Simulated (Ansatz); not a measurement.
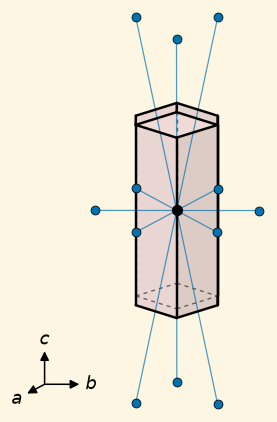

For Ru, the geometry relaxed with Ansatz 0.2.0, DFT PBEsol, scalar-relativistic, plane waves, PAW; the starting structure was generated, so it need not be a known form of this composition: the Wigner–Seitz cell of the crystal's lattice, with lines to the lattice points that define its faces. Geometry calculated from the standardised cell; symmetry tolerance 0.002 Å.

a = 2.686 Å, b = 2.686 Å, c = 19.231 Å, α = 90.00°, β = 90.00°, γ = 120.00°; space group No. 166, R-3m, hexagonal axes.

> What is the cell's combinatorial type?

A rhombic dodecahedron: 12 faces (12 with 4 edges), 24 edges, 14 vertices. Its volume is that of the primitive cell, 40.1 Å³.

> Which lattice vectors do the faces bisect?

| example | length (Å) | faces | edges of each | area (Å²) |
| --- | --- | --- | --- | --- |
| a | 2.69 | 6 | 4 | 9.7 |
| 2/3 a + 1/3 b + 1/3 c | 6.60 | 6 | 4 | 2.1 |
